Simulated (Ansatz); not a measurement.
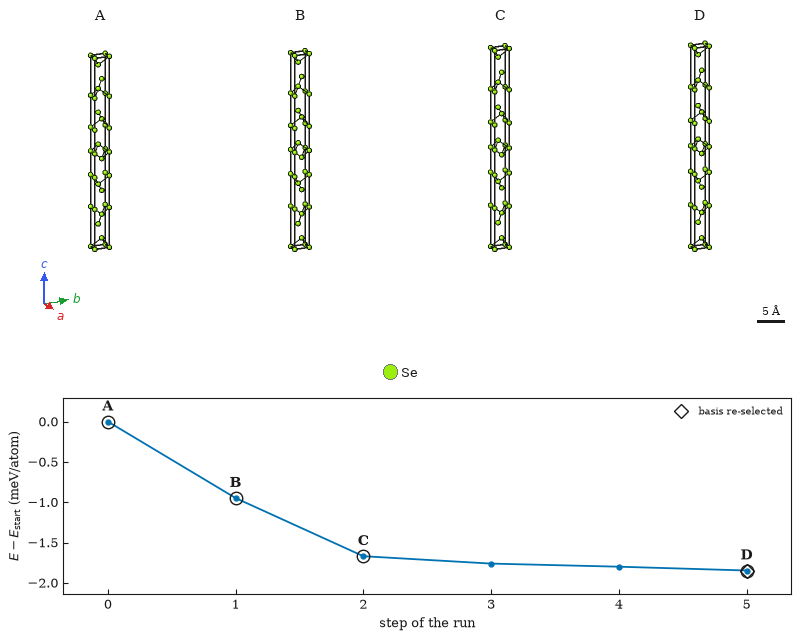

Frames of a relaxation of crystalline Se (a generated structure, set up in R-3m), marked on the history of the run. Style: ball-and-stick. Shown: the conventional cell (3 times the calculation's cell), slightly off an axis. Lengths and directions refer to the drawn axes.

These are results of DFT PBE, scalar-relativistic, plane waves, PAW (Ansatz 0.2.0), not measurements.

Input
```yaml
crystal:
  lattice:
    - [1.8900643338, 1.0912291519, 12.3514836735]
    - [-1.8900643338, 1.0912291519, 12.3514836735]
    - [0.0, -2.1824583038, 12.3514836735]
  atoms:
    - { symbol: Se, position: [0.5, 0.5, 0.5] }
    - { symbol: Se, position: [0.6245158709, 0.6245158709, 0.6245158709] }
    - { symbol: Se, position: [0.3754841291, 0.3754841291, 0.3754841291] }
    - { symbol: Se, position: [0.0, 0.0, 0.0] }
    - { symbol: Se, position: [0.7911467859, 0.7911467859, 0.7911467859] }
    - { symbol: Se, position: [0.2088532141, 0.2088532141, 0.2088532141] }
basis:
  ecutwfc: 420
kpoints:
  mp_grid: { grid: [12, 12, 12] }
hamiltonian:
  xc: pbe
scf:
  occupations: { method: gaussian, width: 0.01 }
output:
  forces: true
  stress: true
  eigenvalues: true
  write_density: true
  write_potential: true
  elf: true
  volumetric_format: npy
relax:
  adjacent_minimum: "off"
  f_tol: 0.01
  max_steps: 80
  cell: { stress_tol: 0.05 }
```

Command:
```bash
ansatz run input.yaml --threads 1 --pin off --max-ram 2560MiB --backend cpu --events-out ev --progress --plain --runs-dir out
```

**What happens along the run?**

The largest moves relative to the cell, 0.077 Å, are those of Se2, Se3, Se5 and Se6. Se5 goes along +c. The drawn cell changes as follows: a = b 3.780 → 3.757 Å (−0.6 %), c 37.054 → 39.021 Å (+5.3 %); the volume changes by +4.0 %. Among the contacts that change: Se1–Se5 2.685 → 2.677 Å. The space group stays R-3m (No. 166). Over 4 accepted moves (5 points after the start) the energy falls by 1.8 meV per atom. Largest force component: 0.02 eV/Å at the start, 0.0017 eV/Å at the end. The pressure goes from −0.11 to 0.01 GPa. The SCF was repeated once at an unchanged geometry on a basis and grid sized afresh for the cell, which shifted the energy by less than 0.05 meV per atom at most. From step 0 to 1: Se atoms move most (0.02 Å), volume +0.3 %, energy −0.9 meV per atom. From step 1 to 2: Se atoms move most (0.05 Å), volume +2.5 %, energy −0.7 meV per atom. From step 2 to 5: volume +1.2 %, energy −0.2 meV per atom.

| step | E − E(0), meV/atom | largest force component, eV/Å | pressure, GPa | volume, Å³/atom | note |
| --- | --- | --- | --- | --- | --- |
| 0 | 0.00 | 0.0196 | -0.11 | 25.475 |  |
| 1 | -0.95 | 0.0216 | 0.15 | 25.551 |  |
| 2 | -1.67 | 0.0440 | 0.22 | 26.183 |  |
| 3 | -1.76 | 0.0343 | -0.12 | 26.481 |  |
| 4 | -1.80 | 0.0017 | 0.01 | 26.500 |  |
| 5 | -1.85 | 0.0017 | 0.01 | 26.500 | same geometry, new basis |
